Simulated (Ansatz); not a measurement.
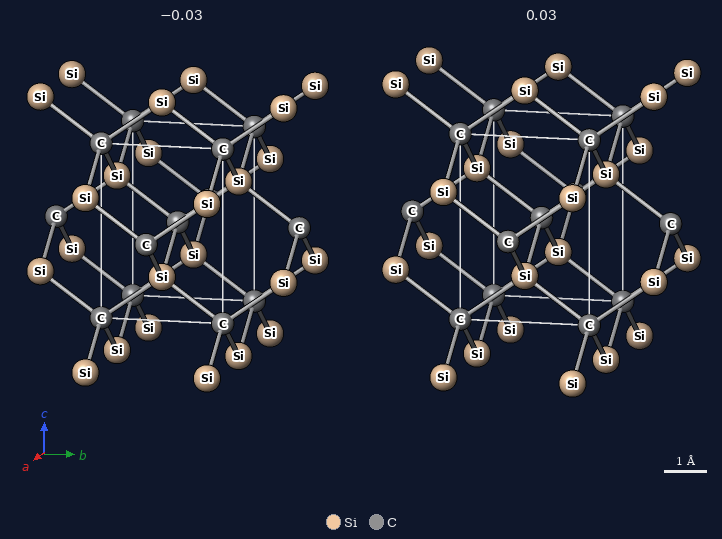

Solid SiC (set up in F-43m), under equal strain along all axes (cell held, atoms fixed by symmetry), with energies (extrapolated to zero smearing) counted from the relaxed crystal, which is the row at zero; the cubic crystal is set up in a tetragonal cell with a = a(cubic)/√2 and c = a(cubic). The picture shows the first and the last member. A ball-and-stick model of the cell of the calculation, seen slightly off an axis.

Computed with Ansatz 0.2.0: DFT PBE, scalar-relativistic, plane waves, PAW. Set-up: plane-wave cutoff 420 eV; k-point mesh 10 × 10 × 6; occupations gaussian; smearing width 0.02 eV; no spin polarisation.

| strain | energy (meV/atom) | a (Å) | c (Å) | band gap (eV) |
| --- | --- | --- | --- | --- |
| −0.03 | 61.71 | 3.004 | 4.248 | 1.28 |
| −0.02 | 26.63 | 3.035 | 4.292 | 1.32 |
| −0.01 | 6.48 | 3.066 | 4.336 | 1.35 |
| 0.0 | 0.00 | 3.097 | 4.380 | 1.37 |
| 0.01 | ? | ? | ? | ? |
| 0.02 | 23.67 | 3.159 | 4.467 | 1.42 |
| 0.03 | 51.71 | 3.190 | 4.511 | 1.45 |

Question: Estimate the missing row from the others, and compare with the calculation.

Answer: A parabola through three neighbouring rows (0.0, 0.02, 0.03) gives, with Lagrange weights, (0.3333)(0.00) + (1.0000)(23.67) + (−0.3333)(51.71) = 6.44 meV/atom. The calculation gives 6.10 meV/atom (a = 3.128 Å, c = 4.424 Å). The estimate is 0.34 meV/atom too high. For the gap a parabola through the rows 0.0, 0.02, 0.03 gives 1.39 eV, and the calculation 1.40 eV (semilocal gaps, lower than measured ones as a rule). From the first member to the last: C–Si 1.840 → 1.953 Å.

The whole series:

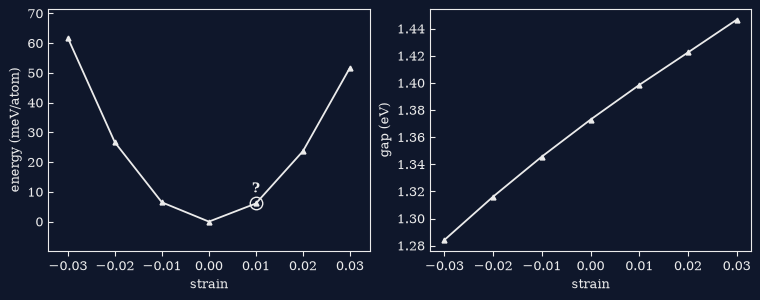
